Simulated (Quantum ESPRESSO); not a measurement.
**ZnSe (Stilleite): the LO frequency by hand**

Wanted: the LO mode of ZnSe (Stilleite) from the TO mode and the field response.

Program: Quantum ESPRESSO 7.5. Level of theory: DFT LDA, scalar-relativistic, plane waves, JTH PAW pseudopotentials. Results are calculated unless marked as measured.

## (1) The relaxed structure

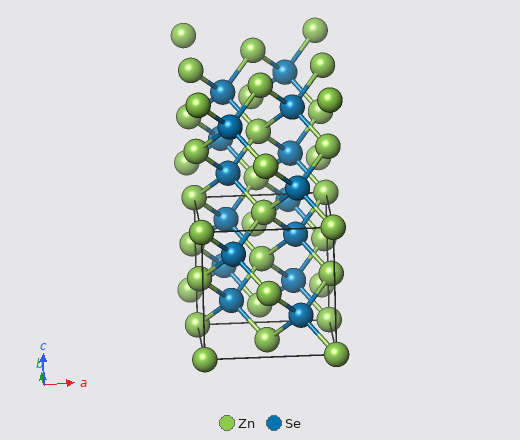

The starting structure, seen slightly off an axis (zinc green, selenium blue). 1×2×2 cells are drawn. This picture shows the conventional cell, with its axes. Bonds to atoms that aren't drawn are left out. Some periodic images of atoms are drawn too.

Coordinates:

```cif
data_structure
_symmetry_space_group_name_H-M 'F-43m'
_symmetry_Int_Tables_number 216
_cell_length_a 5.5661
_cell_length_b 5.5661
_cell_length_c 5.5661
_cell_angle_alpha 90.000
_cell_angle_beta 90.000
_cell_angle_gamma 90.000
_cell_volume 172.45
loop_
_atom_site_label
_atom_site_type_symbol
_atom_site_symmetry_multiplicity
_atom_site_Wyckoff_symbol
_atom_site_fract_x
_atom_site_fract_y
_atom_site_fract_z
_atom_site_occupancy
Zn1 Zn 4 a 0.00000 0.00000 0.00000 1
Se1 Se 4 d 0.25000 0.25000 0.75000 1
```

This is the cell after its relaxation at this level of theory, not the database cell from which that began.

## (2) What the response run gave

A linear-response run on the relaxed cell, with the response to an electric field; only its zone-centre results are used. Cutoff 50 Ry, k mesh 8×8×8.

What it wrote:

```text
[banners, grids, parts of the stress and lines that vanish by symmetry left out]
Program PHONON v.7.5
     Reading xml data from directory:

[...]
Exchange-correlation= PW
                           (   1   4   0   0   0   0   0)
[...]
kinetic-energy cut-off    =      50.0000  Ry
     charge density cut-off    =     250.0000  Ry
     convergence threshold     =      1.0E-18
[...]
Exchange-correlation= PW
                           (   1   4   0   0   0   0   0)
[...]
q = (   0.0000000   0.0000000   0.0000000 )
     25 Sym.Ops. (with q -> -q+G )
     G cutoff =  350.3122  (  19579 G-vectors)     FFT grid: ( 40, 40, 40)
     G cutoff =  280.2497  (  13851 G-vectors)  smooth grid: ( 36, 36, 36)
     number of k points=    29
[...]
Mode symmetry, T_d (-43m)  point group:
[...]
Dielectric constant
[...]
End of electric fields calculation
          Dielectric constant in cartesian axis
          (       8.143685077      -0.000000000       0.000000000 )
          (      -0.000000000       8.143685077       0.000000000 )
          (       0.000000000       0.000000000       8.143685077 )
          Effective charges (d Force / dE) in cartesian axis without acoustic sum rule applied (asr)
           atom    1  Zn    Mean Z*:        1.98690
      Ex  (        1.98690        0.00000        0.00000 )
      Ey  (        0.00000        1.98690        0.00000 )
      Ez  (        0.00000        0.00000        1.98690 )
           atom    2  Se    Mean Z*:       -2.03503
      Ex  (       -2.03503       -0.00000       -0.00000 )
      Ey  (       -0.00000       -2.03503        0.00000 )
      Ez  (       -0.00000        0.00000       -2.03503 )
          Effective charges Sum: Mean:       -0.04813
[...]
Effective charges (d Force / dE) in cartesian axis with asr applied:
           atom    1  Zn    Mean Z*:        2.01097
[...]
atom    2  Se    Mean Z*:       -2.01097
[...]
Representation #   1 modes #   1   2   3
[...]
End of self-consistent calculation
     Convergence has been achieved
     Representation #   2 modes #   4   5   6
[...]
End of self-consistent calculation
     Convergence has been achieved
[...]
Dielectric constant in cartesian axis
          (       8.143685077      -0.000000000       0.000000000 )
          (      -0.000000000       8.143685077       0.000000000 )
          (       0.000000000       0.000000000       8.143685077 )
          Effective charges (d Force / dE) in cartesian axis without acoustic sum rule applied (asr)
           atom    1  Zn    Mean Z*:        1.98690
      Ex  (        1.98690        0.00000        0.00000 )
      Ey  (        0.00000        1.98690        0.00000 )
      Ez  (        0.00000        0.00000        1.98690 )
           atom    2  Se    Mean Z*:       -2.03503
      Ex  (       -2.03503       -0.00000       -0.00000 )
      Ey  (       -0.00000       -2.03503        0.00000 )
      Ez  (       -0.00000        0.00000       -2.03503 )
          Effective charges Sum: Mean:       -0.04813
[...]
Effective charges (d Force / dE) in cartesian axis with asr applied:
           atom    1  Zn    Mean Z*:        2.01097
[...]
atom    2  Se    Mean Z*:       -2.01097
[...]
q = (    0.000000000   0.000000000   0.000000000 )
[...]
freq (    1) =       0.104145 [THz] =       3.473914 [cm-1]
     freq (    2) =       0.104145 [THz] =       3.473914 [cm-1]
     freq (    3) =       0.104145 [THz] =       3.473914 [cm-1]
     freq (    4) =       6.571355 [THz] =     219.196805 [cm-1]
     freq (    5) =       6.571355 [THz] =     219.196805 [cm-1]
     freq (    6) =       6.571355 [THz] =     219.196805 [cm-1]
[...]
Mode symmetry, T_d (-43m)  point group:
     freq (   1-   3) =          3.5  [cm-1]   --> T_2  G_15 P_4   I+R
     freq (   4-   6) =        219.2  [cm-1]   --> T_2  G_15 P_4   I+R

   JOB DONE.
```

```
                       quantity   value
             cell volume Ω (Å³)  43.112
                 mass of Zn (u)  65.380
                 mass of Se (u)  78.971
     Born charge of Zn, raw (e)   1.987
     Born charge of Se, raw (e)  -2.035
                             ε∞   8.144
ω(TO) after the sum rule (cm⁻¹)   219.2
```

## (3) The calculation

The charges must sum to zero over the cell; taking off their mean, -0.024 e, leaves Z* = 2.011 e on Zn. In the polar mode Zn moves against Se, so the reduced mass is μ = 65.38 × 78.97 / 144.35 = 35.768 u.

A longitudinal wave builds up a field that adds to the restoring force: ω(LO)² = ω(TO)² + 4π Z*² / (μ Ω ε∞), in Hartree atomic units. With μ = 65201 electron masses and Ω = 290.94 bohr³ the second term is 3.2896e-07 Ha², or 15846 cm⁻² (1 Ha = 219474.6 cm⁻¹).

So ω(LO) = √(48031 + 15846) = 252.7 cm⁻¹, and by the Lyddane-Sachs-Teller relation ε₀ = ε∞ (ω(LO)/ω(TO))² = 10.83.

## (4) Check against the program

The analysis program adds the same non-analytic term to the full matrix, here for q along (1 0 0).

What it wrote:

```text
[banner, memory and clock lines left out]
Program DYNMAT v.7.5

     Reading Dynamical Matrix from file g.dyn
     ...Force constants read
     ...epsilon and Z* read

     Polarizability (A^3 units)
     multiply by 0.295751 for Clausius-Mossotti correction
        24.508305   -0.000000    0.000000
        -0.000000   24.508305    0.000000
         0.000000    0.000000   24.508305

     IR activities are in (D/A)^2/amu units

# mode   [cm-1]    [THz]      IR
    1      0.00    0.0000    0.0000
    2      0.00    0.0000    0.0000
    3      0.00    0.0000    0.0000
    4    219.16    6.5704    2.6085
    5    219.16    6.5704    2.6085
    6    252.74    7.5770    2.6085
```

ε₀ comes from the program's run without a direction of q.

```csv
quantity,by hand,program
ω(LO) (cm⁻¹),252.7,252.7
ε₀,10.83,10.83
```

## (5) Outcome

```
TO mode                    : 219.2 cm⁻¹
LO mode                    : 252.7 cm⁻¹
static dielectric constant : 10.83
```

What this shows: The LO mode of ZnSe (Stilleite) lies at 253 cm⁻¹, 34 cm⁻¹ above the TO mode; the formula meets the program within 0.1 cm⁻¹, as it must for a cubic crystal with one polar mode. ω(LO)² − ω(TO)² goes with Z*²/ε∞: an error of 5 % in ε∞ would move the LO mode by 1.5 cm⁻¹, and semilocal functionals tend to overestimate ε∞. The raw charges miss their sum by 0.048 e, a sign that the k mesh is short for the field response, so ε∞ may be some per cent too high. These are harmonic values at zero temperature, at the volume of this functional, for the structure held cubic; stability elsewhere in the zone is no part of this calculation.

[Host names and launcher messages were left out of these logs when they were recorded.]

[Logs are printed without paths, hosts, clocks, repeated set-up lines and the standing remarks that a program may print on its own settings, such as how far it seeks lower states.]

[Hosts, paths, dates, database ids (printed as entryN), source tags and the programs' standing remarks are cut or masked in the printed files.]
